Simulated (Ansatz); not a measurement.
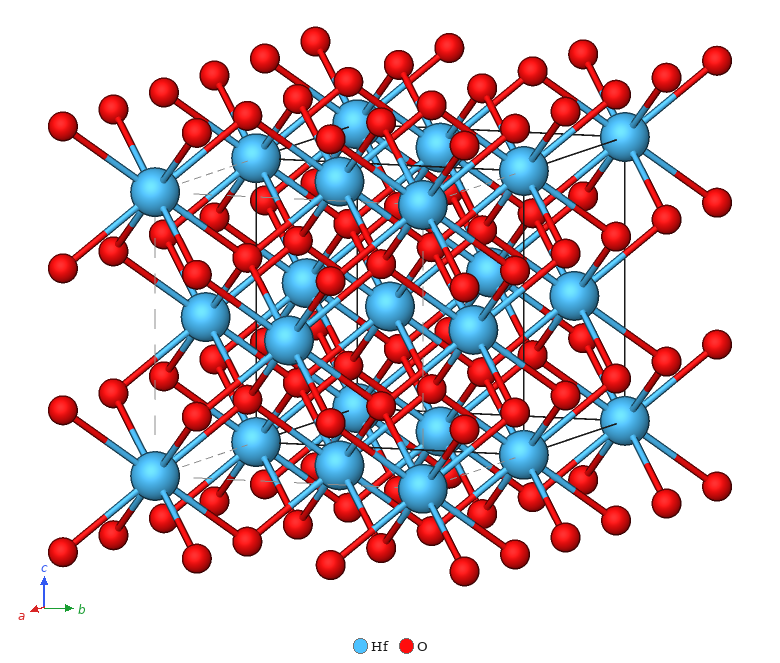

System HfO2 (space group Fm-3m, No. 225); source of the atomic positions: the geometry relaxed with Ansatz, DFT, r2SCAN, plane waves, PAW.

Bonds are taken as Hf–O below 2.5 Å; no other contact counts. Simplification: prune 0- and 1-connected atoms, fold 2-connected ones into links.

What kind of net remains, and which atoms are its nodes?

Answer. A binodal (4,8)-connected, three-periodic net: O is a 4-connected node; Hf is an 8-connected node, in the ratio 2:1.

Name the underlying net.

Answer. It is the flu net, known from fluorite.

Is the net interpenetrated?

Answer. It is a single net, without interpenetration.

How many nodes does the smallest cycle have?

Answer. Four.

Give the first five terms of the coordination sequence (nodes one, two, three … edges away).

Answer. O: 4, 22, 24, 82, 64; Hf: 8, 12, 48, 42, 128.
